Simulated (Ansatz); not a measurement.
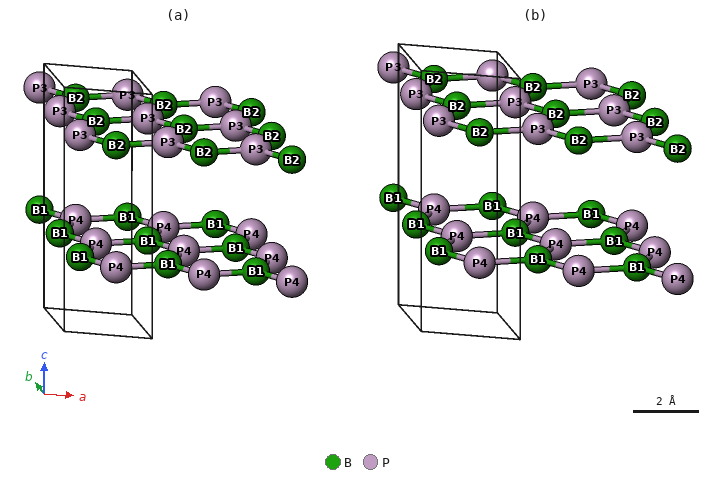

The structure of a crystal of BP (a generated structure, set up in P6_3/mmc) (coarse preliminary run) before (left) and after (right) a relaxation, at one scale.

A ball-and-stick model of the cell of the calculation, repeated 3 × 3 × 1 with one cell outlined, seen slightly off an axis.

Case: N → P on all its sites, cell and atoms relaxed.

Computed with DFT r2SCAN, scalar-relativistic, plane waves, PAW (Ansatz 0.2.0).

The input:
```yaml
crystal:
  lattice:
    - [2.8465018389, 0.0, 0.0]
    - [-1.4232509195, 2.4651429044, 0.0]
    - [0.0, 0.0, 7.8241410264]
  atoms:
    - { symbol: B, position: [0.3333333333, 0.6666666667, 0.25] }
    - { symbol: B, position: [0.6666666667, 0.3333333333, 0.75] }
    - { symbol: P, position: [0.3333333333, 0.6666666667, 0.75] }
    - { symbol: P, position: [0.6666666667, 0.3333333333, 0.25] }
basis:
  ecutwfc: 500
kpoints:
  mp_grid: { grid: [12, 12, 4] }
hamiltonian:
  xc: r2scan
scf:
  occupations: { method: gaussian, width: 0.1 }
output:
  forces: true
  stress: true
  eigenvalues: true
relax:
  adjacent_minimum: "off"
  f_tol: 0.05
  max_steps: 60
  cell: { stress_tol: 0.5 }
```

Run as
```bash
ansatz run input.yaml --threads 1 --pin off --max-ram 2560MiB --backend cpu --events-out ev --progress --plain --runs-dir out
```

Question: Summarise the run.

Answer: No atom moves by more than 0.005 Å relative to the cell. Cell: a = b 2.847 → 3.203 Å (+12.5 %), c 7.824 → 8.357 Å (+6.8 %). Volume +35.3 %. Near-neighbour distances that change, for instance: P3–P3 2.847 → 3.203 Å, B1–P4 1.643 → 1.849 Å. The space group stays P6_3/mmc (No. 194). Over 4 accepted moves (5 points after the start) the energy falls by 3.638 eV per cell of the calculation. All forces vanish by symmetry, so only the cell relaxes. The pressure goes from 65.40 to 0.10 GPa. At 1 point the geometry stayed and the basis and grid were re-selected for the new cell (energy shift of 5.6 meV per cell of the calculation at most each time).

Limits of the set-up: layers or molecules are held without a dispersion correction, so their spacing is unreliable.
